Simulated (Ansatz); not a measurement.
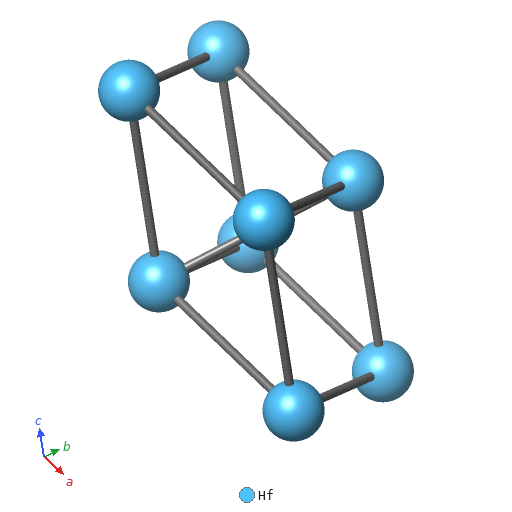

System: Hf, space group Im-3m (No. 229). The picture shows the cell.

The given structure:
```xyz
1
Lattice="-1.8050 1.8050 1.8050 1.8050 -1.8050 1.8050 1.8050 1.8050 -1.8050" Properties=species:S:1:pos:R:3 pbc="T T T"
Hf    0.0000    0.0000    0.0000
```

Method: deformation of a crystal at fixed volume, lengths along the axis scaled against those across it, fractional coordinates fixed, by plane-wave density functional theory with PAW datasets, free energies less that of the undisturbed cell, pressure positive in compression; scalar-relativistic (Ansatz 0.2.0). Level: r2SCAN, no spin polarisation.

wave cutoff 500 eV; k mesh 20×20×20; occupations Gaussian; smearing width 0.15 eV; k shift (0, 0, 0) (mesh steps); start as given; path trigonal; axis direction (0.5774, 0.5774, 0.5774) (Cartesian unit vector).

Predict the energy change and pressure against relative axial ratio. The relative axial ratio takes the values 0.50, 0.71, 1.00, 1.41, 2.00.

The energy change is 4938 meV/atom at relative axial ratio 0.50 and 981 meV/atom at 2.00; the lowest computed point is at relative axial ratio 1.00 (0 meV/atom), and no other minimum shows. The pressure goes from 56.7 GPa at relative axial ratio 0.50 to 2.6 GPa at 2.00, not monotonically, with a low of −5.4 GPa at 1.00, and changes sign near 0.72 and 1.72.

```tsv
axial ratio relative to the start	energy change (meV/atom)	pressure (GPa)
0.50	4938	56.7
0.71	542	0.2
1.00	0	-5.4
1.41	472	-2.9
2.00	981	2.6
```

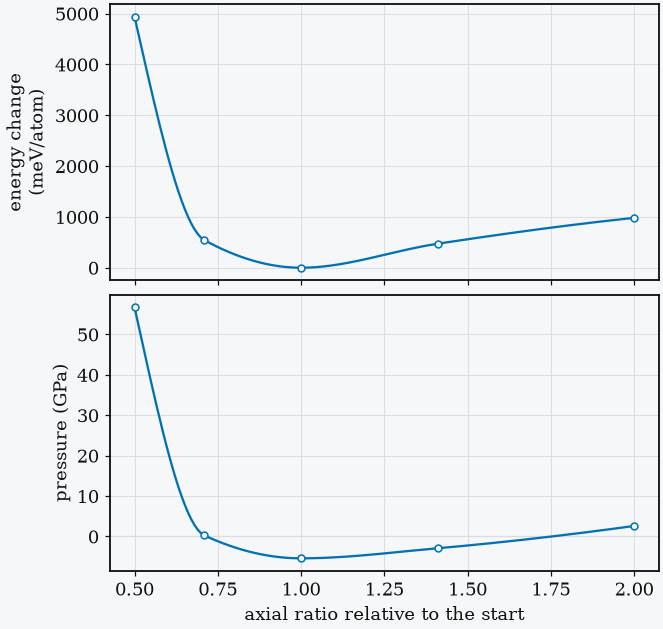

Keep in mind: atoms far too close at some points of the scan; reference crystal is not relaxed.
